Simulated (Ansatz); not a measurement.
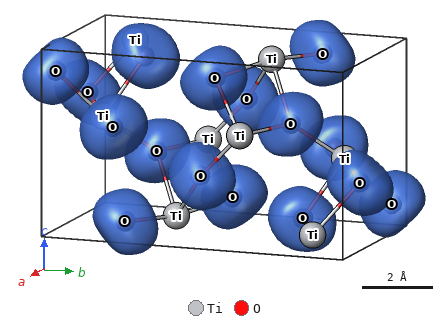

TiO₂. Isosurface of the ELF at 0.6 (blue), seen slightly off an axis. Core shells and regions of very low density are left out. Sticks mark near contacts.

Space group Pbca; computed without spin polarisation.

Theory: DFT PBE, scalar-relativistic, plane waves, PAW (Ansatz 0.2.0).

Core electrons are frozen (PAW), and the valence fields are smoothed inside the atomic spheres.

### Identify the bonds, lone pairs and shells in this picture.

At this value the surface marks out 16 regions wrapped around O (the valence shell of each), counted in one cell of 24 atoms. Any copies at cell faces, edges or corners count once. Along the contacts the grid gives the following. Ti–O (1.86 Å): the ELF peaks at about 0.80 in the valence shell of O, 0.6 Å from its nucleus, and is about 0.25 at the midpoint: no localised pair shows between them. Ti–O (1.93 Å): the ELF peaks at about 0.85 in the valence shell of O, 0.6 Å from its nucleus, and is about 0.20 at the midpoint (no localised pair shows between them).

### Does the calculation make it a metal, or give it a gap?

It is gapped, with a Kohn–Sham gap of 2.4 eV on the k-point mesh (the band edges may lie off the mesh, which would make the gap smaller).
